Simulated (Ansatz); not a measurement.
Sn

Input

```
crystal:
  lattice:
    - [-1.8946518192, 1.8946518192, 1.8946518192]
    - [1.8946518192, -1.8946518192, 1.8946518192]
    - [1.8946518192, 1.8946518192, -1.8946518192]
  atoms:
    - { symbol: Sn, position: [0.0, 0.0, 0.0] }
hamiltonian:
  xc: lda
  pseudopotentials: { kind: paw }
kpoints:
  mp_grid: { grid: [10, 10, 10] }
scf:
  occupations: { method: fermi_dirac, width: 0.05 }
output:
  forces: true
  stress: true
  eigenvalues: true
  write_density: true
  write_potential: true
  elf: true
  volumetric_format: npy
relax:
  f_tol: 0.01
  max_steps: 40
  cell: { stress_tol: 0.05 }
```

Launched as:

```sh
ansatz run input.yaml --threads 2 --pin off --max-ram 5632MiB --backend cpu --events-out ev --progress --plain --runs-dir out
```

Below, planes, directions and counts refer to the conventional cell (a = 3.70 Å, b = 3.70 Å, c = 3.70 Å, α = 90.00°, β = 90.00°, γ = 90.00°).

The fields are those of the run's last geometry, not of the input's.

Space group Im-3m; a structure from a database of computed crystals, not necessarily the ambient phase.

Computed with Kohn-Sham DFT of a periodic cell, LDA, Ansatz PAW (Ansatz).

Q: What can the converged valence pseudo-density and electron localisation function tell about the bonding?

A: Sn–Sn (3.20 Å): ρ is about 0.18 e/Å³ halfway; the ELF is about 0.40 at the midpoint.

Q: Metal or insulator at this level of theory?

A: It is gapless in this calculation (a metal or semimetal).

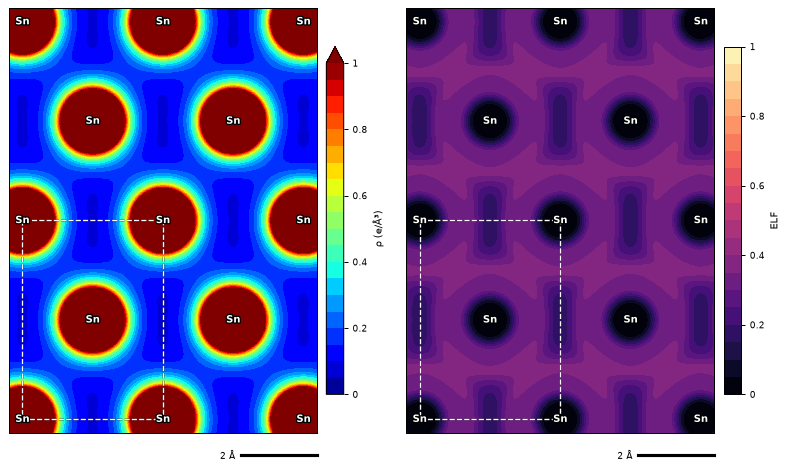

Computed valence pseudo-density and electron localisation function on the (101) plane of the conventional cell, in this order. 

The density is the valence pseudo-density of a PAW calculation; it isn't the true density close to the nuclei.
